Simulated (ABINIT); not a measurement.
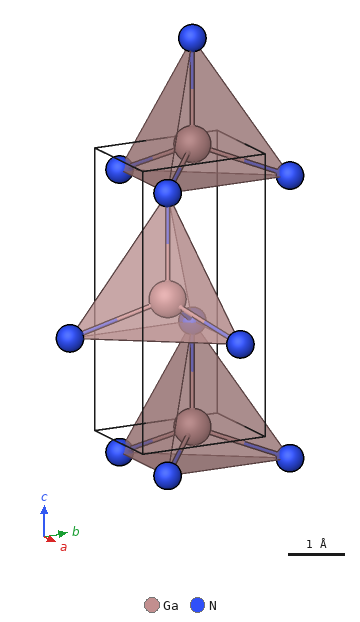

**Figure 1.** The structure as given in the input (polyhedral view of the cell of the calculation, seen slightly off an axis; polyhedra are completed across the faces of the cell).

GaN: geometry relaxation (part 1 of 3)

GaN (4 atoms in the cell), computed with Kohn-Sham DFT of a periodic cell, PBEsol, PseudoDojo NC SR PBEsol v0.4.1 standard, no spin polarisation (ABINIT 10.8.3).

The structure derives from an entry of the Crystallography Open Database.

The input:
```
# Pseudopotentials
pp_dirpath "./"
pseudos "Ga.upf, N.upf"

# Structure
acell 3.18 3.18 5.166 Angstrom
rprim
     1.0000000000     0.0000000000     0.0000000000
    -0.5000000000     0.8660254038     0.0000000000
     0.0000000000     0.0000000000     1.0000000000
ntypat 2
znucl 31 7
natom 4
typat 1 1 2 2
xred
     0.3333333333     0.6666666667     0.0000000000
     0.6666666667     0.3333333333     0.5000000000
     0.3333333333     0.6666666667     0.3750000000
     0.6666666667     0.3333333333     0.8750000000
chkprim 0
chksymtnons 0
tolsym 1.0e-6

# Plane-wave basis
ecut 42.0

# k points
kptopt 1
ngkpt 8 8 4
nshiftk 1
shiftk 0.0 0.0 0.0

# Exchange and correlation
ixc -116133

# Bands and occupations
nband 22
occopt 3
tsmear 0.00183747

# SCF cycle
nstep 100
tolvrs 1.0e-10

# Output
iomode 3
prtwf 0
prtden 0
prteig 0
prtebands 0
enunit 1

# Relaxation
ionmov 2
ntime 60
tolmxf 0.0001
optcell 1
dilatmx 1.08
ecutsm 0.5
```

Run as:
```bash
abinit run.abi > log 2>&1
```

Log:
```
.Version 10.8.3 of ABINIT
 Symmetries : space group P6_3 m c (#186); Bravais hP (primitive hexag.)
================================================================================
 Values of the parameters that define the memory need of the present run
     intxc =       0    ionmov =       2      iscf =       7    lmnmax =       6
     lnmax =       6     mgfft =      64  mpssoang =       3    mqgrid =    3076
     natom =       4  nloc_mem =       1    nspden =       1   nspinor =       1
    nsppol =       1      nsym =      12    n1xccc =    2501    ntypat =       2
    occopt =       3   xclevel =       2
       mpw =        5041          nfft =      102400          nkpt =          30
================================================================================
================================================================================

--------------------------------------------------------------------------------
------------- Echo of variables that govern the present computation ------------
--------------------------------------------------------------------------------
 -outvars: echo values of preprocessed input variables --------
            acell      6.0093290804E+00  6.0093290804E+00  9.7623251664E+00 Bohr
              amu      6.97230000E+01  1.40067400E+01
          chkprim           0
      chksymtnons           0
          dilatmx      1.08000000E+00
             ecut      4.20000000E+01 Hartree
           ecutsm      5.00000000E-01 Hartree
           enunit           1
           ionmov           2
              ixc     -116133
         kptrlatt        8    0    0      0    8    0      0    0    4
          kptrlen      3.90493007E+01
            natom           4
            nband          22
            ngfft          40      40      64
             nkpt          30
            nstep         100
             nsym          12
            ntime          60
           ntypat           2
           occopt           3
          optcell           1
           prtden           0
        prtebands           0
           prteig           0
            prtwf           0
            rprim      1.0000000000E+00  0.0000000000E+00  0.0000000000E+00
                      -5.0000000000E-01  8.6602540380E-01  0.0000000000E+00
                       0.0000000000E+00  0.0000000000E+00  1.0000000000E+00
          spgroup         186
           tolmxf      1.00000000E-04
           tolsym      1.00000000E-06
           tolvrs      1.00000000E-10
           tsmear      1.83747000E-03 Hartree
            typat      1  1  2  2
           xangst     -6.2703709672E-16  1.8359738561E+00  0.0000000000E+00
                       1.5900000000E+00  9.1798692803E-01  2.5830000000E+00
                      -6.2703709672E-16  1.8359738561E+00  1.9372500000E+00
                       1.5900000000E+00  9.1798692803E-01  4.5202500000E+00
            xcart     -1.1849283836E-15  3.4694877623E+00  0.0000000000E+00
                       3.0046645402E+00  1.7347438811E+00  4.8811625832E+00
                      -1.1849283836E-15  3.4694877623E+00  3.6608719374E+00
                       3.0046645402E+00  1.7347438811E+00  8.5420345206E+00
             xred      3.3333333333E-01  6.6666666667E-01  0.0000000000E+00
                       6.6666666667E-01  3.3333333333E-01  5.0000000000E-01
                       3.3333333333E-01  6.6666666667E-01  3.7500000000E-01
                       6.6666666667E-01  3.3333333333E-01  8.7500000000E-01
            znucl       31.00000    7.00000

================================================================================

 chkinp: Checking input parameters for consistency.

================================================================================
== DATASET  1 ==================================================================

--- !DatasetInfo
iteration_state: {dtset: 1, }
dimensions: {natom: 4, nkpt: 30, mband: 22, nsppol: 1, nspinor: 1, nspden: 1, mpw: 5041, }
cutoff_energies: {ecut:  42.0, pawecutdg:  -1.0, }
electrons: {nelect:   3.60000000E+01, charge:   0.00000000E+00, occopt:   3.00000000E+00, tsmear:   1.83747000E-03, }
meta: {optdriver: 0, ionmov: 2, optcell: 1, iscf: 7, paral_kgb: 0, }
...

 Real(R)+Recip(G) space primitive vectors, cartesian coordinates (Bohr,Bohr^-1):
 R(1)=  6.0093291  0.0000000  0.0000000  G(1)=  0.1664079  0.0960757  0.0000000
 R(2)= -3.0046645  5.2042316  0.0000000  G(2)=  0.0000000  0.1921513  0.0000000
 R(3)=  0.0000000  0.0000000  9.7623252  G(3)=  0.0000000  0.0000000  0.1024346
 Unit cell volume ucvol=  3.0530638E+02 bohr^3
 Angles (23,13,12)=  9.00000000E+01  9.00000000E+01  1.20000000E+02 degrees

 getcut: wavevector=  0.0000  0.0000  0.0000  ngfft=  40  40  64
         ecut(hartree)=     48.989   => boxcut(ratio)=   2.08072

--- Pseudopotential description ------------------------------------------------
- pspini: atom type   1  psp file is ./Ga.upf
12 -116133 2 -1 1902                          pspcod,pspxc,lmax,lloc,mmax
     nproj     2     2     2

- pspini: atom type   2  psp file is ./N.upf
12 -116133 1 -1 1058                          pspcod,pspxc,lmax,lloc,mmax
     nproj     2     2     0

   2.14378376E+03                                ecore*ucvol(ha*bohr**3)
--------------------------------------------------------------------------------

================================================================================

=== [ionmov= 2] Broyden-Fletcher-Goldfarb-Shanno method (forces)
================================================================================

--- Iteration: ( 1/60) Internal Cycle: (1/1)
--------------------------------------------------------------------------------

---SELF-CONSISTENT-FIELD CONVERGENCE--------------------------------------------

--- !BeginCycle
iteration_state: {dtset: 1, itime: 1, icycle: 1, }
solver: {iscf: 7, nstep: 100, nline: 4, wfoptalg: 0, }
tolerances: {tolvrs: 1.00E-10, }
...

     iter   Etot(hartree)      deltaE(h)  residm     vres2
 ETOT  1  -170.87867114019    -1.709E+02 5.864E-01 2.737E+03
 ETOT  2  -172.83726078187    -1.959E+00 2.541E-01 3.750E+03
 ETOT  3  -173.43907246802    -6.018E-01 2.023E-02 1.510E+02
 ETOT  4  -173.44098071088    -1.908E-03 1.734E-02 1.490E+02
 ETOT  5  -173.45096531139    -9.985E-03 1.024E-02 5.409E+01
 ETOT  6  -173.45336112629    -2.396E-03 6.164E-03 3.745E+01
 ETOT  7  -173.45574080838    -2.380E-03 7.511E-03 2.578E+01
 ETOT  8  -173.45938700812    -3.646E-03 4.778E-03 8.255E+00
 ETOT  9  -173.46109412468    -1.707E-03 1.958E-03 4.010E-02
 ETOT 10  -173.46110112485    -7.000E-06 2.760E-03 1.005E-02
 ETOT 11  -173.46110322691    -2.102E-06 8.664E-04 3.693E-05
 ETOT 12  -173.46110323618    -9.274E-09 7.123E-04 2.808E-08
 ETOT 13  -173.46110323619    -4.604E-12 2.113E-04 6.936E-09
 ETOT 14  -173.46110323619    -3.212E-12 1.720E-04 4.136E-11

 At SCF step   14       vres2   =  4.14E-11 < tolvrs=  1.00E-10 =>converged.

 Cartesian components of stress tensor (hartree/bohr^3)
  sigma(1 1)= -1.90384709E-05  sigma(3 2)=  0.00000000E+00
  sigma(2 2)= -1.90384718E-05  sigma(3 1)=  0.00000000E+00
  sigma(3 3)= -8.89207171E-05  sigma(2 1)=  0.00000000E+00

--- !ResultsGS
iteration_state: {dtset: 1, itime: 1, icycle: 1, }
comment   : Summary of ground state results
lattice_vectors:
- [  6.0093291,   0.0000000,   0.0000000, ]
- [ -3.0046645,   5.2042316,   0.0000000, ]
- [  0.0000000,   0.0000000,   9.7623252, ]
lattice_lengths: [   6.00933,    6.00933,    9.76233, ]
lattice_angles: [ 90.000,  90.000, 120.000, ] # degrees, (23, 13, 12)
lattice_volume:   3.0530638E+02
convergence: {deltae: -3.212E-12, res2:  4.136E-11, residm:  1.720E-04, diffor: null, }
etotal    :  -1.73461103E+02
entropy   :   0.00000000E+00
fermie    :   2.33804917E-01
cartesian_stress_tensor: # hartree/bohr^3
- [ -1.90384709E-05,   0.00000000E+00,   0.00000000E+00, ]
- [  0.00000000E+00,  -1.90384718E-05,   0.00000000E+00, ]
- [  0.00000000E+00,   0.00000000E+00,  -8.89207171E-05, ]
pressure_GPa:   1.2455E+00
xred      :
- [  3.3333E-01,   6.6667E-01,   0.0000E+00, Ga]
- [  6.6667E-01,   3.3333E-01,   5.0000E-01, Ga]
- [  3.3333E-01,   6.6667E-01,   3.7500E-01,  N]
- [  6.6667E-01,   3.3333E-01,   8.7500E-01,  N]
cartesian_forces: # hartree/bohr
- [  2.68846507E-28,   1.55218603E-28,  -2.58091393E-03, ]
- [ -8.96155024E-29,  -5.17395344E-29,  -2.58091393E-03, ]
- [  2.68846507E-28,   1.55218603E-28,   2.58091393E-03, ]
- [ -4.48077512E-28,  -2.58697672E-28,   2.58091393E-03, ]
force_length_stats: {min:   2.58091393E-03, max:   2.58091393E-03, mean:   2.58091393E-03, }
...

 Integrated electronic density in atomic spheres:
 ------------------------------------------------
 Atom  Sphere_radius  Integrated_density
    1        2.00000         10.90588288
    2        2.00000         10.90588288
    3        2.00000          5.24315178
    4        2.00000          5.24315178

---OUTPUT-----------------------------------------------------------------------

 Cartesian coordinates (xcart) [bohr]
 -1.18492838358976E-15  3.46948776227268E+00  0.00000000000000E+00
  3.00466454019337E+00  1.73474388113634E+00  4.88116258321980E+00
 -1.18492838358976E-15  3.46948776227268E+00  3.66087193741485E+00
  3.00466454019337E+00  1.73474388113634E+00  8.54203452063465E+00
 Reduced coordinates (xred)
  3.33333333333333E-01  6.66666666666667E-01  0.00000000000000E+00
  6.66666666666667E-01  3.33333333333333E-01  5.00000000000000E-01
  3.33333333333333E-01  6.66666666666667E-01  3.75000000000000E-01
  6.66666666666667E-01  3.33333333333333E-01  8.75000000000000E-01
 Cartesian forces (fcart) [Ha/bohr]; max,rms= 2.58091E-03 1.49009E-03 (free atoms)
  2.68846507202541E-28  1.55218603301288E-28 -2.58091392810439E-03
 -8.96155024008468E-29 -5.17395344337628E-29 -2.58091392810439E-03
  2.68846507202541E-28  1.55218603301288E-28  2.58091392810439E-03
 -4.48077512004234E-28 -2.58697672168814E-28  2.58091392810439E-03
 Gradient of E wrt nuclear positions in reduced coordinates (gred)
 -1.61558713389263E-27  5.51926258438808E-44  2.51957209927480E-02
  5.38529044630877E-28  1.14968252909692E-44  2.51957209927480E-02
 -1.61558713389263E-27  5.51926258438808E-44 -2.51957209927480E-02
  2.69264522315439E-27  5.74841264548458E-44 -2.51957209927480E-02
 Scale of Primitive Cell (acell) [bohr]
  6.00932908038675E+00  6.00932908038675E+00  9.76232516643960E+00
 Real space primitive translations (rprimd) [bohr]
  6.00932908038675E+00  0.00000000000000E+00  0.00000000000000E+00
 -3.00466454019337E+00  5.20423164340902E+00  0.00000000000000E+00
  0.00000000000000E+00  0.00000000000000E+00  9.76232516643960E+00
 Unitary Cell Volume (ucvol) [Bohr^3]=  3.05306376941688E+02
 Angles (23,13,12)= [degrees]
  9.00000000000000E+01  9.00000000000000E+01  1.19999999999554E+02
 Lengths [Bohr]
  6.00932908038675E+00  6.00932908046773E+00  9.76232516643960E+00
 Stress tensor in cartesian coordinates (strten) [Ha/bohr^3]
 -1.90384709375831E-05  0.00000000000000E+00  0.00000000000000E+00
  0.00000000000000E+00 -1.90384717634329E-05  0.00000000000000E+00
  0.00000000000000E+00  0.00000000000000E+00 -8.89207170786804E-05
 Total energy (etotal) [Ha]= -1.73461103236192E+02

--- Iteration: ( 2/60) Internal Cycle: (1/1)
--------------------------------------------------------------------------------

---SELF-CONSISTENT-FIELD CONVERGENCE--------------------------------------------

--- !BeginCycle
iteration_state: {dtset: 1, itime: 2, icycle: 1, }
solver: {iscf: 7, nstep: 100, nline: 4, wfoptalg: 0, }
tolerances: {tolvrs: 1.00E-10, }
...

     iter   Etot(hartree)      deltaE(h)  residm     vres2
 ETOT  1  -173.46091458414    -1.735E+02 4.598E-05 2.514E+00
 ETOT  2  -173.46113998549    -2.254E-04 1.010E-05 8.150E-02
 ETOT  3  -173.46115749260    -1.751E-05 1.704E-06 2.463E-02
 ETOT  4  -173.46116028590    -2.793E-06 2.995E-06 4.117E-03
 ETOT  5  -173.46116103811    -7.522E-07 2.158E-07 2.658E-04
 ETOT  6  -173.46116107867    -4.056E-08 3.715E-07 2.766E-06
 ETOT  7  -173.46116107898    -3.113E-10 3.574E-08 1.035E-07
 ETOT  8  -173.46116107899    -8.470E-12 6.572E-08 1.160E-08
 ETOT  9  -173.46116107899    -3.638E-12 6.489E-09 1.881E-10
 ETOT 10  -173.46116107899     6.537E-13 1.195E-08 3.180E-12

 At SCF step   10       vres2   =  3.18E-12 < tolvrs=  1.00E-10 =>converged.

 Cartesian components of stress tensor (hartree/bohr^3)
  sigma(1 1)=  1.96946856E-06  sigma(3 2)=  0.00000000E+00
  sigma(2 2)=  1.96946774E-06  sigma(3 1)=  0.00000000E+00
  sigma(3 3)= -5.60717919E-05  sigma(2 1)=  0.00000000E+00

--- !ResultsGS
iteration_state: {dtset: 1, itime: 2, icycle: 1, }
comment   : Summary of ground state results
lattice_vectors:
- [  6.0169608,   0.0000000,   0.0000000, ]
- [ -3.0084804,   5.2108409,   0.0000000, ]
- [  0.0000000,   0.0000000,   9.7747231, ]
lattice_lengths: [   6.01696,    6.01696,    9.77472, ]
lattice_angles: [ 90.000,  90.000, 120.000, ] # degrees, (23, 13, 12)
lattice_volume:   3.0647105E+02
convergence: {deltae:  6.537E-13, res2:  3.180E-12, residm:  1.195E-08, diffor: null, }
etotal    :  -1.73461161E+02
entropy   :   0.00000000E+00
fermie    :   2.31789205E-01
cartesian_stress_tensor: # hartree/bohr^3
- [  1.96946856E-06,   0.00000000E+00,   0.00000000E+00, ]
- [  0.00000000E+00,   1.96946774E-06,   0.00000000E+00, ]
- [  0.00000000E+00,   0.00000000E+00,  -5.60717919E-05, ]
pressure_GPa:   5.1127E-01
xred      :
- [  3.3333E-01,   6.6667E-01,  -2.6437E-04, Ga]
- [  6.6667E-01,   3.3333E-01,   4.9974E-01, Ga]
- [  3.3333E-01,   6.6667E-01,   3.7526E-01,  N]
- [  6.6667E-01,   3.3333E-01,   8.7526E-01,  N]
cartesian_forces: # hartree/bohr
- [ -3.58007349E-28,  -2.06695639E-28,  -1.90133498E-03, ]
- [ -0.00000000E+00,  -0.00000000E+00,  -1.90133498E-03, ]
- [ -3.58007349E-28,  -2.06695639E-28,   1.90133498E-03, ]
- [  7.16014697E-28,   4.13391278E-28,   1.90133498E-03, ]
force_length_stats: {min:   1.90133498E-03, max:   1.90133498E-03, mean:   1.90133498E-03, }
...

 Integrated electronic density in atomic spheres:
```
